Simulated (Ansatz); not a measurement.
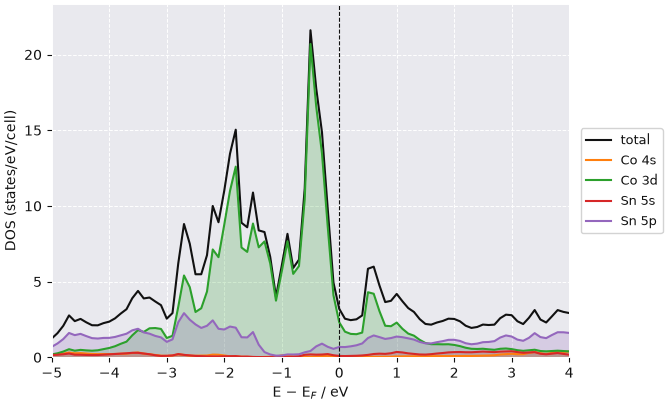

Write a caption that states what the plot shows.

Density of states of CoSn, space group P6/mmm, 6 atoms in the cell. Computed with Ansatz 0.2.0: DFT PBEsol, scalar-relativistic, plane waves, PAW, no spin polarisation, 12×12×8 k mesh, 420 eV cutoff. Energies are counted from the Fermi level. The partial curves are projected on Löwdin-orthogonalised atomic shells.

It is a metal. The density of states at the Fermi level isn't well fixed here: it changes fast, and within 0.3 eV it runs from 2.5 to 15 per eV and cell. Over the range shown, the centre of the Co 3d weight lies 1.0 eV below the Fermi level, and about 80 % of the shell is filled. The tallest peak in the window is at −0.5 eV; by projected weight it is Co 3d almost alone.

The run has no spin polarisation, so a magnetic state may lie lower. The cell is at −6 GPa in this functional.
